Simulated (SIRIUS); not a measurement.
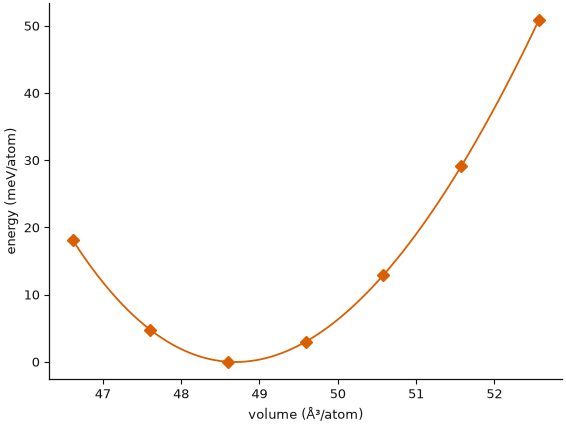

The picture above shows the energy against volume for WS₂, space group P-6m2 (No. 187).

The given structure:
```
CELL_PARAMETERS angstrom
3.18352 0.00000 0.00000
-1.59176 2.75701 0.00000
0.00000 0.00000 16.95058
ATOMIC_POSITIONS crystal
W 0.00000 0.00000 0.00000
S 0.33333 0.66667 0.09200
S 0.33333 0.66667 0.90800
```

Computed with SIRIUS 7.12.0: all-electron LAPW DFT, no spin polarisation; energies at scaled volumes of the given cell, shape and fractions fixed, counted from the fit's minimum, third-order Birch-Murnaghan fit. Level: PBEsol.

```json
{"setting": "k mesh", "value": "10×10×2"}
{"setting": "occupations", "value": "Fermi–Dirac"}
{"setting": "smearing width", "value": "0.05 eV"}
{"setting": "potentials", "value": "all electron FP LAPW"}
{"setting": "program settings", "value": "basis apw+lo standard, gk cutoff 3.91 1/bohr, pw cutoff 20 1/bohr"}
```

This calculation gives: equilibrium volume 48.70 Å³/atom and bulk modulus 60.6 GPa.

Now W is replaced by Mo on all its sites, which gives MoS₂ in the same structure. What happens?

The equilibrium volume rises from 48.70 to 49.62 Å³/atom (+1.9 %) and the bulk modulus falls from 60.6 to 54.8 GPa (−10 %).

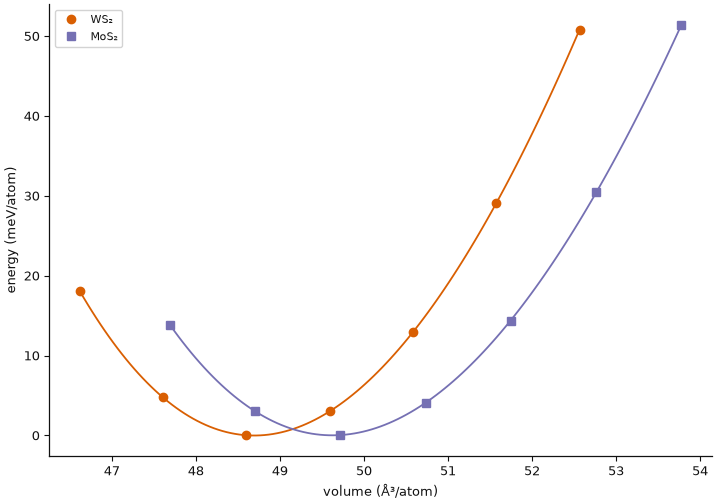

The two results together.

For both, limits of the calculation: shape and atomic fractions are frozen while scaling, which makes layered, chain and framework solids too stiff.

V0 and the bulk modulus come from third-order Birch–Murnaghan fits.
